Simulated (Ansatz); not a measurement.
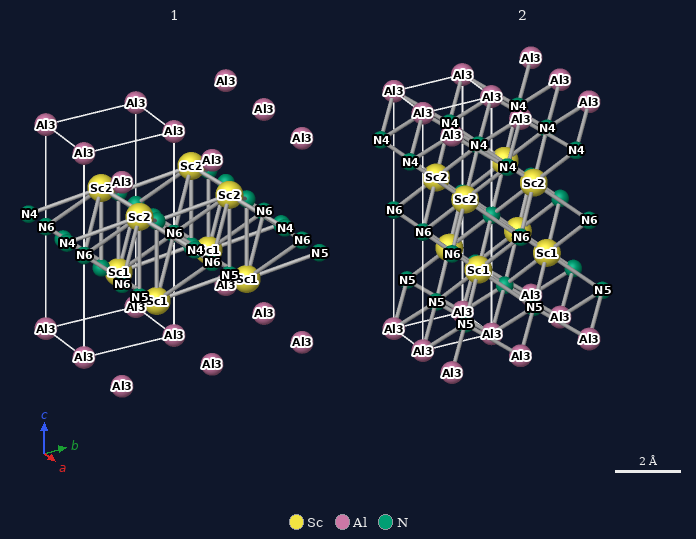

Two geometries of solid Sc2AlN3 (a generated structure, set up in P-3m1) (coarse preliminary run), drawn at one scale. One is the start of a relaxation, the other its converged end. Style: ball-and-stick. Shown: the cell of the calculation, repeated 2 × 2 × 1 with one cell outlined, slightly off an axis.

These are results of DFT PBE, scalar-relativistic, plane waves, PAW in Ansatz, not measurements. Settings: plane-wave cutoff 420 eV; k-point mesh 6 × 6 × 4; occupations gaussian; smearing width 0.1 eV; no spin polarisation; cell and atoms relaxed; force threshold 0.04 eV/Å; at most 70 steps.

**Which of the two is the end point?**

Structure 2 is the relaxed one. The largest moves relative to the cell, 1.55 Å, are those of N4 and N5. N4 goes along +c. Largest moves by element: N 1.55 Å, Sc 0.55 Å. Al stays in place. Cell: a = b 4.071 → 3.103 Å (−23.8 %), c 6.485 → 7.544 Å (+16.3 %). Volume −32.4 %. Among the contacts that change: Sc1–N4 2.541 → 3.958 Å, Al3–N4 3.295 → 2.121 Å, Sc1–Sc1 4.071 → 3.103 Å, Sc1–Sc2 3.982 → 3.192 Å. New bonds form: Al3–N4 (3.29 → 2.12 Å), Al3–N5 (3.29 → 2.12 Å). Bonds break: Sc1–N4 (2.54 → 3.96 Å), Sc2–N5 (2.54 → 3.96 Å). Among the angles between lasting bonds that change: N5–Sc1–N6 129.7° → 179.9°, N5–Sc1–N6 56.5° → 91.6°, Sc1–N5–Sc1 112.7° → 88.5°. The space group stays P-3m1 (No. 164). Over 13 accepted moves (15 points after the start) the energy falls by 2481 meV per atom. The largest force component goes from 4.1 to 0.0091 eV/Å. Pressure: −15.26 GPa at the start and −0.04 GPa at the end. The SCF was repeated twice at an unchanged geometry on a basis and grid sized afresh for the cell, which shifted the energy by 5.1 meV per atom at most.

Limits of the set-up: layers or molecules are held without a dispersion correction, so their spacing is unreliable.
